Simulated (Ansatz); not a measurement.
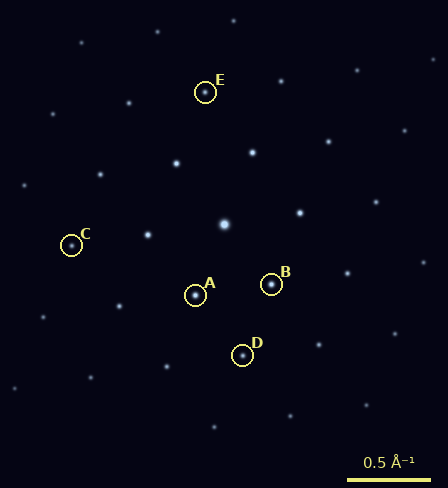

Computed electron diffraction pattern, 200 kV, single scattering only, B = 0.3 Å². The zone axis points towards the electron source and the pattern is seen from the source side.

The sample is Ru, space group Im-3m (No. 229), a = 3.05 Å. Structure: the input geometry of an electronic-structure calculation (not necessarily at equilibrium); the starting structure was generated, so it need not be a known form of this composition.

```tsv
atom	site	symmetry	x	y	z
Ru	2a	m-3m	0.0000	0.0000	0.0000
```

Spot A is indexed -1 0 1 and spot B 0 -1 1.

Give hkl for C, D, E.

Answer. C = 2A − 2B = -2 2 0 (d = 1.080 Å). D = A + B = -1 -1 2 (d = 1.247 Å). E = −A − B = 1 1 -2 (d = 1.247 Å).

Give [uvw].

Answer. The cross product of A and B is parallel to [111]; every spot obeys hu + kv + lw = 0.
